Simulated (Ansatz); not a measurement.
## Run report: C, geometry relaxation (part 2 of 2)

Continued. System: C (R-3m, 4 atoms in the cell). Method: DFT r2SCAN, scalar-relativistic, plane waves, PAW, no spin polarisation (Ansatz 0.2.0); cutoff 500 eV, 18×18×18 k-mesh, Gaussian smearing of 0.01 eV. The structure derives from a Materials Project entry.

Geometry of the input (Å; fractional positions):
```
1.2332  0.7120  8.2826
-1.2332  0.7120  8.2826
0.0000  -1.4240  8.2826
C  0.9128  0.9128  0.9128
C  0.2461  0.2461  0.2461
C  0.7539  0.7539  0.7539
C  0.0872  0.0872  0.0872
```

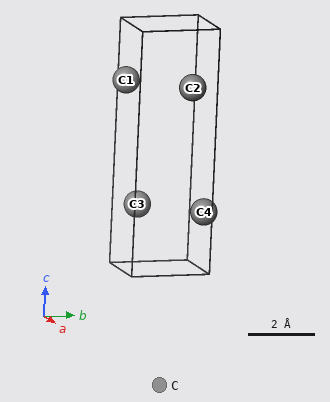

Fig. 1: The geometry at step 3 of the log (ball-and-stick view of the reduced cell, seen slightly off an axis; atoms are numbered from 1 in the order of the input).

The program's output, continued:
```
SCF iter   1: F=—  HF=-1006.638878 eV  |F-HF|=—  |Δ(HF+E_count)|=         —  Δρ=8.27e-3  dr2=2.13e-2  dr2_τ=2.52e-2  ethr=1.29e-4  ⟨swp⟩=1.7  Hψ=64057  notcnv=0
preconditioner: auto → none  [insulator: Δε(μ)=0.234 eV  Ē_g=16.705 eV  σ=0.010 eV  W_gap=1.00  n_scr=4 (ndim 8)  ℏωp=24.4 eV  f_vac=0.023  D(μ)=0.00/eV (n_scr^D=0)  ε∞_Penn≈3.1]
SCF iter   2: F=—  HF=-1006.662392 eV  |F-HF|=—  |Δ(HF+E_count)|=   2.35e-2  Δρ=3.17e-3  dr2=2.85e-3  dr2_τ=1.27e-4  ethr=1.29e-4  ⟨swp⟩=3.2  Hψ=14597  notcnv=0
SCF iter   3: F=—  HF=-1006.662690 eV  |F-HF|=—  |Δ(HF+E_count)|=   2.99e-4  Δρ=1.66e-3  dr2=6.18e-4  dr2_τ=2.63e-5  ethr=1.78e-5  ⟨swp⟩=3.1  Hψ=12946  notcnv=0
SCF iter   4: F=—  HF=-1006.662782 eV  |F-HF|=—  |Δ(HF+E_count)|=   9.15e-5  Δρ=4.31e-4  dr2=3.15e-5  dr2_τ=1.64e-6  ethr=3.86e-6  ⟨swp⟩=2.2  Hψ=12065  notcnv=0
SCF iter   5: F=—  HF=-1006.662802 eV  |F-HF|=—  |Δ(HF+E_count)|=   1.99e-5  Δρ=6.87e-5  dr2=1.25e-6  dr2_τ=9.60e-8  ethr=1.97e-7  ⟨swp⟩=2.7  Hψ=11651  notcnv=0
SCF iter   6: F=-1006.662802 eV  HF=-1006.662802 eV  |F-HF|=9.04e-8  |Δ(HF+E_count)|=   4.09e-7  Δρ=2.31e-5  dr2=1.56e-7  dr2_τ=2.60e-8  ethr=2.50e-9  ⟨swp⟩=6.4  Hψ=37881  notcnv=0
SCF 5 converged in 6 iterations: F = -1006.662802 eV  dr2 = 1.56e-7
  greatest PAW one-centre occupation: 0.687 electrons in one spin orbital (limit 2), on the C atom at site 3 (counted from 0), in its partial waves of l = 0
relax step   5: F+E_penalty+E_count = -1006.66280198 eV  Δ(F+E_penalty+E_count) = -2.472e-3 eV  max|allowed force component| = 3.099e-3 eV/Å  Δτ_max = 0.0226 Å  P = +0.207 GPa  Ω = 36.955 Å³  energy of the carried Pulay correction = +2.080e-3 eV  (6 SCF iters, dr2 threshold 4.00e-7 eV, accepted)
Crystal: 4 atoms, lattice volume = 37.780 Å³
Basis set: ecut = 500 eV, 969 PW (Γ), FFT grids on a1−a3, a2−a3, a3, exchange–correlation on 72×72×256 points (64 copies of the dense FFT grid, shifted against one another)
iter 1 solved again at ethr=2.53e-5 eV; its pass at ethr=3.10e-3 eV (dr2=4.05e-3 eV) is discarded
SCF iter   1: F=—  HF=-1006.651755 eV  |F-HF|=—  |Δ(HF+E_count)|=         —  Δρ=2.82e-3  dr2=4.19e-3  dr2_τ=3.34e-3  ethr=2.53e-5  ⟨swp⟩=2.0  Hψ=62875  notcnv=0
preconditioner: auto → none  [insulator: Δε(μ)=0.208 eV  Ē_g=16.508 eV  σ=0.010 eV  W_gap=1.00  n_scr=4 (ndim 8)  ℏωp=24.2 eV  f_vac=0.087  D(μ)=0.00/eV (n_scr^D=0)  ε∞_Penn≈3.1]
SCF iter   2: F=—  HF=-1006.663898 eV  |F-HF|=—  |Δ(HF+E_count)|=   1.21e-2  Δρ=1.17e-3  dr2=5.63e-4  dr2_τ=2.34e-5  ethr=2.53e-5  ⟨swp⟩=3.6  Hψ=14724  notcnv=0
SCF iter   3: F=—  HF=-1006.663990 eV  |F-HF|=—  |Δ(HF+E_count)|=   9.20e-5  Δρ=4.50e-4  dr2=1.99e-4  dr2_τ=3.62e-6  ethr=3.52e-6  ⟨swp⟩=2.5  Hψ=13215  notcnv=0
SCF iter   4: F=—  HF=-1006.663945 eV  |F-HF|=—  |Δ(HF+E_count)|=   4.56e-5  Δρ=2.22e-4  dr2=6.58e-6  dr2_τ=3.15e-7  ethr=1.24e-6  ⟨swp⟩=2.0  Hψ=10337  notcnv=0
SCF iter   5: F=-1006.663950 eV  HF=-1006.663950 eV  |F-HF|=2.18e-7  |Δ(HF+E_count)|=   5.23e-6  Δρ=2.86e-5  dr2=1.64e-7  dr2_τ=1.72e-8  ethr=2.50e-9  ⟨swp⟩=4.8  Hψ=40334  notcnv=0
SCF 6 converged in 5 iterations: F = -1006.663950 eV  dr2 = 1.64e-7
relax step   6: F+E_penalty+E_count = -1006.66394999 eV  Δ(F+E_penalty+E_count) = -1.148e-3 eV  max|allowed force component| = 4.477e-3 eV/Å  Δτ_max = 0.0031 Å  P = +0.036 GPa  Ω = 37.780 Å³  energy of the carried Pulay correction = +1.805e-3 eV  (5 SCF iters, dr2 threshold 4.00e-7 eV, accepted)
Crystal: 4 atoms, lattice volume = 37.825 Å³
iter 1 solved again at ethr=6.92e-5 eV; its pass at ethr=3.10e-3 eV (dr2=1.11e-2 eV) is discarded
SCF iter   1: F=—  HF=-1006.658794 eV  |F-HF|=—  |Δ(HF+E_count)|=         —  Δρ=5.97e-3  dr2=1.10e-2  dr2_τ=1.28e-2  ethr=6.92e-5  ⟨swp⟩=1.0  Hψ=54765  notcnv=0
preconditioner: auto → none  [insulator: Δε(μ)=0.176 eV  Ē_g=16.566 eV  σ=0.010 eV  W_gap=1.00  n_scr=4 (ndim 8)  ℏωp=24.2 eV  f_vac=0.075  D(μ)=0.00/eV (n_scr^D=0)  ε∞_Penn≈3.1]
SCF iter   2: F=—  HF=-1006.664382 eV  |F-HF|=—  |Δ(HF+E_count)|=   5.59e-3  Δρ=2.23e-3  dr2=2.63e-3  dr2_τ=3.93e-5  ethr=6.85e-5  ⟨swp⟩=2.3  Hψ=12154  notcnv=0
SCF iter   3: F=—  HF=-1006.663884 eV  |F-HF|=—  |Δ(HF+E_count)|=   4.98e-4  Δρ=1.52e-3  dr2=3.43e-4  dr2_τ=1.45e-5  ethr=1.64e-5  ⟨swp⟩=2.5  Hψ=11816  notcnv=0
SCF iter   4: F=—  HF=-1006.663921 eV  |F-HF|=—  |Δ(HF+E_count)|=   3.65e-5  Δρ=3.68e-4  dr2=1.55e-5  dr2_τ=6.25e-7  ethr=2.15e-6  ⟨swp⟩=2.7  Hψ=11501  notcnv=0
SCF iter   5: F=—  HF=-1006.663928 eV  |F-HF|=—  |Δ(HF+E_count)|=   6.79e-6  Δρ=5.30e-5  dr2=3.84e-7  dr2_τ=2.31e-8  ethr=9.71e-8  ⟨swp⟩=2.7  Hψ=11134  notcnv=0
SCF iter   6: F=—  HF=-1006.663929 eV  |F-HF|=—  |Δ(HF+E_count)|=   9.73e-7  Δρ=8.24e-6  dr2=1.66e-8  dr2_τ=3.31e-9  ethr=2.40e-9  ⟨swp⟩=2.7  Hψ=11531  notcnv=0
SCF iter   7: F=—  HF=-1006.663929 eV  |F-HF|=—  |Δ(HF+E_count)|=   1.34e-9  Δρ=1.71e-6  dr2=5.63e-10  dr2_τ=1.37e-10  ethr=1.04e-10  ⟨swp⟩=2.2  Hψ=11332  notcnv=0
SCF iter   8: F=-1006.663929 eV  HF=-1006.663929 eV  |F-HF|=2.39e-11  |Δ(HF+E_count)|=  2.20e-10  Δρ=4.32e-7  dr2=1.83e-11  dr2_τ=1.67e-12  ethr=1.00e-12  ⟨swp⟩=5.4  Hψ=27945  notcnv=0
SCF 7 converged in 8 iterations: F = -1006.663929 eV  dr2 = 1.83e-11
relax step   7: F+E_penalty+E_count = -1006.66392863 eV  Δ(F+E_penalty+E_count) = +2.136e-5 eV  max|allowed force component| = 3.672e-3 eV/Å  Δτ_max = 0.0200 Å  P = +0.108 GPa  Ω = 37.825 Å³  energy of the carried Pulay correction = +1.790e-3 eV  (8 SCF iters, rejected (line search))
Crystal: 4 atoms, lattice volume = 37.840 Å³
iter 1 solved again at ethr=1.74e-5 eV; its pass at ethr=3.10e-3 eV (dr2=2.79e-3 eV) is discarded
SCF iter   1: F=—  HF=-1006.662717 eV  |F-HF|=—  |Δ(HF+E_count)|=         —  Δρ=3.01e-3  dr2=2.75e-3  dr2_τ=3.25e-3  ethr=1.74e-5  ⟨swp⟩=1.0  Hψ=54721  notcnv=0
preconditioner: auto → none  [insulator: Δε(μ)=0.193 eV  Ē_g=16.565 eV  σ=0.010 eV  W_gap=1.00  n_scr=4 (ndim 8)  ℏωp=24.1 eV  f_vac=0.072  D(μ)=0.00/eV (n_scr^D=0)  ε∞_Penn≈3.1]
SCF iter   2: F=—  HF=-1006.664093 eV  |F-HF|=—  |Δ(HF+E_count)|=   1.38e-3  Δρ=1.12e-3  dr2=6.46e-4  dr2_τ=9.69e-6  ethr=1.72e-5  ⟨swp⟩=2.3  Hψ=12156  notcnv=0
SCF iter   3: F=—  HF=-1006.663973 eV  |F-HF|=—  |Δ(HF+E_count)|=   1.20e-4  Δρ=7.62e-4  dr2=8.60e-5  dr2_τ=3.64e-6  ethr=4.04e-6  ⟨swp⟩=2.4  Hψ=11700  notcnv=0
SCF iter   4: F=—  HF=-1006.663982 eV  |F-HF|=—  |Δ(HF+E_count)|=   8.85e-6  Δρ=1.93e-4  dr2=4.35e-6  dr2_τ=1.69e-7  ethr=5.38e-7  ⟨swp⟩=2.3  Hψ=9581  notcnv=0
SCF iter   5: F=—  HF=-1006.663985 eV  |F-HF|=—  |Δ(HF+E_count)|=   3.58e-6  Δρ=2.85e-5  dr2=1.14e-7  dr2_τ=5.71e-9  ethr=2.72e-8  ⟨swp⟩=2.8  Hψ=10982  notcnv=0
SCF iter   6: F=—  HF=-1006.663985 eV  |F-HF|=—  |Δ(HF+E_count)|=   1.13e-7  Δρ=4.53e-6  dr2=5.73e-9  dr2_τ=1.03e-9  ethr=7.11e-10  ⟨swp⟩=2.7  Hψ=11350  notcnv=0
SCF iter   7: F=—  HF=-1006.663985 eV  |F-HF|=—  |Δ(HF+E_count)|=  7.74e-10  Δρ=7.69e-7  dr2=6.33e-11  dr2_τ=8.37e-12  ethr=3.58e-11  ⟨swp⟩=2.3  Hψ=11497  notcnv=0
SCF iter   8: F=-1006.663985 eV  HF=-1006.663985 eV  |F-HF|=2.73e-12  |Δ(HF+E_count)|=  9.50e-11  Δρ=1.27e-7  dr2=2.33e-12  dr2_τ=2.57e-13  ethr=1.00e-12  ⟨swp⟩=4.9  Hψ=24662  notcnv=0
SCF 8 converged in 8 iterations: F = -1006.663985 eV  dr2 = 2.33e-12
relax step   8: F+E_penalty+E_count = -1006.66398523 eV  Δ(F+E_penalty+E_count) = -3.524e-5 eV  max|allowed force component| = 3.221e-4 eV/Å  Δτ_max = 0.0100 Å  P = -0.007 GPa  Ω = 37.840 Å³  energy of the carried Pulay correction = +1.785e-3 eV  (8 SCF iters, accepted)
Basis set: ecut = 500 eV, 969 PW (Γ), FFT grids on a1−a3, a2−a3, a3, exchange–correlation on 72×72×216 points (64 copies of the dense FFT grid, shifted against one another)
Initial wavefunctions: pseudopotential atomic-orbital guess (no wavefunctions were taken with the density)
iter 1 solved again at ethr=1.16e-7 eV; its pass at ethr=3.10e-3 eV (dr2=1.85e-5 eV) is discarded
SCF iter   1: F=—  HF=-1006.661989 eV  |F-HF|=—  |Δ(HF+E_count)|=         —  Δρ=2.85e-4  dr2=2.66e-6  dr2_τ=1.45e-5  ethr=1.16e-7  ⟨swp⟩=3.9  Hψ=63492  notcnv=0
preconditioner: auto → none  [insulator: Δε(μ)=0.191 eV  Ē_g=16.566 eV  σ=0.010 eV  W_gap=1.00  n_scr=4 (ndim 8)  ℏωp=24.1 eV  f_vac=0.069  D(μ)=0.00/eV (n_scr^D=0)  ε∞_Penn≈3.1]
SCF iter   2: F=—  HF=-1006.662012 eV  |F-HF|=—  |Δ(HF+E_count)|=   2.25e-5  Δρ=1.44e-4  dr2=6.64e-7  dr2_τ=1.02e-6  ethr=1.66e-8  ⟨swp⟩=2.8  Hψ=11465  notcnv=0
SCF iter   3: F=—  HF=-1006.662020 eV  |F-HF|=—  |Δ(HF+E_count)|=   8.02e-6  Δρ=5.85e-6  dr2=2.41e-9  dr2_τ=6.77e-10  ethr=4.15e-9  ⟨swp⟩=2.0  Hψ=11581  notcnv=0
SCF iter   4: F=—  HF=-1006.662020 eV  |F-HF|=—  |Δ(HF+E_count)|=   7.13e-9  Δρ=4.66e-7  dr2=7.59e-11  dr2_τ=1.56e-11  ethr=1.51e-11  ⟨swp⟩=2.0  Hψ=11591  notcnv=0
SCF iter   5: F=—  HF=-1006.662020 eV  |F-HF|=—  |Δ(HF+E_count)|=  5.31e-11  Δρ=3.14e-7  dr2=1.49e-10  dr2_τ=2.05e-12  ethr=1.00e-12  ⟨swp⟩=5.3  Hψ=27258  notcnv=0
SCF iter   6: F=-1006.662020 eV  HF=-1006.662020 eV  |F-HF|=0.00e0  |Δ(HF+E_count)|=  4.16e-11  Δρ=7.04e-8  dr2=7.93e-13  dr2_τ=7.99e-14  ethr=1.00e-12  ⟨swp⟩=3.2  Hψ=27772  notcnv=0
SCF 9 converged in 6 iterations: F = -1006.662020 eV  dr2 = 7.93e-13
relax step   9: F+E_penalty+E_count = -1006.66201968 eV  Δ(F+E_penalty+E_count) = +1.966e-3 eV  max|allowed force component| = 3.507e-4 eV/Å  Δτ_max = 0.0000 Å  P = +0.033 GPa  Ω = 37.840 Å³  stress off target by 3.80e-2 GPa  SCF on the basis re-selected at this cell (its energy is not comparable with the rows above)  (6 SCF iters)
basis re-selected at this cell: Δ(F+E_penalty+E_count) = +1.966e-3 eV, ΔP = +0.041 GPa vs the last step (what re-selecting the basis moved, of the pressure what is left beyond the Pulay correction that the steps carried, after the strain that the cell walked since its last selection, with what the two solves' SCF thresholds leave and, on support functions, any second-order correction that the steps lacked; it is no measure of the basis error at this ecutwfc). The dense FFT grid was sized anew with the basis: this SCF ran on 18×18×54 points, the steps before it on 18×18×64, so part of this shift can come from that change (see relax.cell in the input reference). This SCF's stress stands 3.80e-2 GPa from its target on what of the cell is left free (relax.cell.stress_tol is 5.00e-2 GPa) and its largest allowed force component is 3.51e-4 eV/Å (relax.f_tol is 5.00e-3 eV/Å): within both
SCF converged after 6 iterations
Free energy (F): -1006.662020 eV
Harris-Foulkes:  -1006.662020 eV  (|F-HF|=0.00e0)
Internal energy: -1006.662020 eV  (E = F + TS)
E sigma→0 (E₀):  -1006.662020 eV
Fermi energy:    6.205096 eV
--- Per-component energies (eV) ---
  E_band       = -57.083700
  E_kinetic    = 363.482955
  E_local      = -698.528954  (includes V_loc(G=0)·N_el)
  E_nonlocal   = 107.806039
  E_hartree    = 222.057156
  E_xc         = -188.839208
  E_vxc        = -261.618459  (∫ρ·V_xc dr)
  E_paw        = -403.519106  (= ΣΔE_a)
  E_vpaw       = -27.019340  (= ΣTr[D̂ρ^β])
  E_aug_tail   = 0.000021  (compensation charges beyond the density's cutoff)
  E_vtau       = 14.679712  (kinetic-family band-sum trace: ∫τ·v_τ [+ j·A + Jᵃ·Aᵃ] dr)
  E_ewald      = -409.021828
  E_core_change = -0.099095  (= ΣΔE_core)
  E_smearing   = -0.000000  (= −TS)
  E_closure    = 0.000000  (closes the sum)
  Σ components = -1006.662020   (vs F -1006.662020, Δ=0.00e0)
--- Forces (eV/Å), atoms counted from 1 ---
  atom   1  C     -0.00000000    -0.00000000     0.00024648
  atom   2  C      0.00000000     0.00000000    -0.00035068
  atom   3  C     -0.00000000    -0.00000000     0.00035068
  atom   4  C      0.00000000     0.00000000    -0.00024648
  max |Σ_I F_I| component: 1.08e-19 eV/Å
--- Stress (GPa, compression-positive) ---
        0.037964      -0.000000      -0.000000
       -0.000000       0.037964       0.000000
       -0.000000       0.000000       0.024230
  P = ⅓ Tr σ = 0.0334 GPa (0.334 kbar)
--- Band table (eV; the first three rows and the last of 580) ---
  k-point 0: bands = ["-14.7297", "-14.5663", "-2.5727", "-1.2121", "2.9653", "2.9653", "2.9657", "2.9657", "9.9955", "14.9687", "14.9687", "14.9719"]
  k-point 1: bands = ["-14.6517", "-14.4892", "-2.4774", "-1.1228", "2.6412", "2.6468", "2.7962", "2.8000", "10.0939", "15.0128", "15.0158", "15.3042"]
  k-point 2: bands = ["-14.4180", "-14.2586", "-2.1924", "-0.8559", "1.7565", "1.7693", "2.3505", "2.3569", "10.3895", "15.0508", "15.0713", "15.7751"]
  k-point 579: bands = ["-14.6682", "-14.6306", "-2.0464", "-1.8460", "2.9596", "2.9596", "2.9713", "2.9713", "11.9568", "12.4575", "14.9510", "14.9510"]
--- Relaxed structure (8 steps of the walk, 7 accepted, 1 SCFs on fresh bases) ---
  F+E_penalty+E_count = -1006.66201968 eV   max|allowed force component| = 3.507e-4 eV/Å   (the final SCF, on the basis selected at the relaxed cell)
  cell:  # Å, volume = 37.8395 Å³
    - [1.227864546774757, 0.7089079266088015, 7.245266518882295]
    - [-1.227864546774757, 0.7089079266088015, 7.245266518882295]
    - [6.134171167963089e-33, -1.4178158532176057, 7.245266518882295]
  atoms:
    - { symbol: C, position: [0.9189791265431395, 0.9189791265431395, 0.9189791265431395] }
    - { symbol: C, position: [0.25230915689790573, 0.25230915689790573, 0.25230915689790573] }
    - { symbol: C, position: [0.7476908431020944, 0.7476908431020944, 0.7476908431020944] }
    - { symbol: C, position: [0.08102087345686068, 0.08102087345686068, 0.08102087345686067] }
```

Trajectory as extended XYZ (Å, eV, eV/Å), 9 frames, from step=1 to step=9:
```
4
Lattice="1.2332 0.7120 8.2826 -1.2332 0.7120 8.2826 0.0000 -1.4240 8.2826" Properties=species:S:1:pos:R:3:forces:R:3 step=1 energy=-1006.63375 pressure_GPa=-3.08
C     0.0000    0.0000   22.6818    0.0000   0.0000  -0.0032
C     0.0000    0.0000    6.1163    0.0000   0.0000   0.0060
C     0.0000    0.0000   18.7315    0.0000   0.0000  -0.0060
C     0.0000    0.0000    2.1661    0.0000   0.0000   0.0032
4
Lattice="1.2296 0.7099 8.1594 -1.2296 0.7099 8.1594 0.0000 -1.4198 8.1594" Properties=species:S:1:pos:R:3:forces:R:3 step=2 energy=-1006.64138 pressure_GPa=-1.15
C     0.0000    0.0000   22.3582    0.0000   0.0000   0.0046
C     0.0000    0.0000    6.0395    0.0000   0.0000   0.0018
C     0.0000    0.0000   18.4388    0.0000   0.0000  -0.0018
C     0.0000    0.0000    2.1201    0.0000   0.0000  -0.0046
4
Lattice="1.2250 0.7073 7.7941 -1.2250 0.7073 7.7941 0.0000 -1.4146 7.7941" Properties=species:S:1:pos:R:3:forces:R:3 step=3 energy=-1006.65142 pressure_GPa=1.54
C     0.0000    0.0000   21.4297    0.0000   0.0000   0.0089
C     0.0000    0.0000    5.8416    0.0000   0.0000   0.0041
C     0.0000    0.0000   17.5407    0.0000   0.0000  -0.0041
C     0.0000    0.0000    1.9527    0.0000   0.0000  -0.0089
4
Lattice="1.2242 0.7068 7.3928 -1.2242 0.7068 7.3928 0.0000 -1.4136 7.3928" Properties=species:S:1:pos:R:3:forces:R:3 step=4 energy=-1006.66033 pressure_GPa=2.26
C     0.0000    0.0000   20.3952    0.0000   0.0000   0.0030
C     0.0000    0.0000    5.6099    0.0000   0.0000  -0.0077
C     0.0000    0.0000   16.5685    0.0000   0.0000   0.0077
C     0.0000    0.0000    1.7832    0.0000   0.0000  -0.0030
4
Lattice="1.2277 0.7088 7.0774 -1.2277 0.7088 7.0774 0.0000 -1.4177 7.0774" Properties=species:S:1:pos:R:3:forces:R:3 step=5 energy=-1006.66280 pressure_GPa=0.21
C     0.0000    0.0000   19.5061    0.0000   0.0000   0.0031
C     0.0000    0.0000    5.3512    0.0000   0.0000   0.0002
C     0.0000    0.0000   15.8811    0.0000   0.0000  -0.0002
C     0.0000    0.0000    1.7262    0.0000   0.0000  -0.0031
4
Lattice="1.2278 0.7089 7.2345 -1.2278 0.7089 7.2345 0.0000 -1.4177 7.2345" Properties=species:S:1:pos:R:3:forces:R:3 step=6 energy=-1006.66395 pressure_GPa=0.04
C     0.0000    0.0000   19.9365    0.0000   0.0000   0.0014
C     0.0000    0.0000    5.4673    0.0000   0.0000   0.0045
C     0.0000    0.0000   16.2363    0.0000   0.0000  -0.0045
C     0.0000    0.0000    1.7670    0.0000   0.0000  -0.0014
4
Lattice="1.2277 0.7088 7.2446 -1.2277 0.7088 7.2446 0.0000 -1.4176 7.2446" Properties=species:S:1:pos:R:3:forces:R:3 step=7 energy=-1006.66393 pressure_GPa=0.11 accepted=F
C     0.0000    0.0000   19.9817    0.0000   0.0000  -0.0026
C     0.0000    0.0000    5.4924    0.0000   0.0000  -0.0037
C     0.0000    0.0000   16.2414    0.0000   0.0000   0.0037
C     0.0000    0.0000    1.7521    0.0000   0.0000   0.0026
4
Lattice="1.2279 0.7089 7.2453 -1.2279 0.7089 7.2453 0.0000 -1.4178 7.2453" Properties=species:S:1:pos:R:3:forces:R:3 step=8 energy=-1006.66399 pressure_GPa=-0.01
C     0.0000    0.0000   19.9747    0.0000   0.0000   0.0002
C     0.0000    0.0000    5.4841    0.0000   0.0000  -0.0003
C     0.0000    0.0000   16.2517    0.0000   0.0000   0.0003
C     0.0000    0.0000    1.7611    0.0000   0.0000  -0.0002
4
Lattice="1.2279 0.7089 7.2453 -1.2279 0.7089 7.2453 0.0000 -1.4178 7.2453" Properties=species:S:1:pos:R:3:forces:R:3 step=9 energy=-1006.66202 pressure_GPa=0.03
C     0.0000    0.0000   19.9747    0.0000   0.0000   0.0002
C     0.0000    0.0000    5.4841    0.0000   0.0000  -0.0004
C     0.0000    0.0000   16.2517    0.0000   0.0000   0.0004
C     0.0000    0.0000    1.7611    0.0000   0.0000  -0.0002
```

Results in brief:

| quantity | value |
| --- | --- |
| outcome | converged |
| space group (tolerance 0.01 Å) | R-3m (166) |
| electrons treated | 16 |
| free energy | −1006.6620 eV |
| Fermi energy | 6.205 eV |
| gap on the k-point mesh | 0.19 eV |
| pressure | 0.03 GPa |
| final volume | 37.84 Å³ |
| largest force (length of the vector) at the end | under 0.001 eV/Å |
| final cell | a = 7.383 Å, b = 7.383 Å, c = 7.383 Å, α = 19.15°, β = 19.15°, γ = 19.15° |
| hardware | 1 thread of AMD EPYC (Zen 3), 192 GiB of memory available, shared host |
| wall time | 7.2 min |
| peak memory | 0.76 GiB |
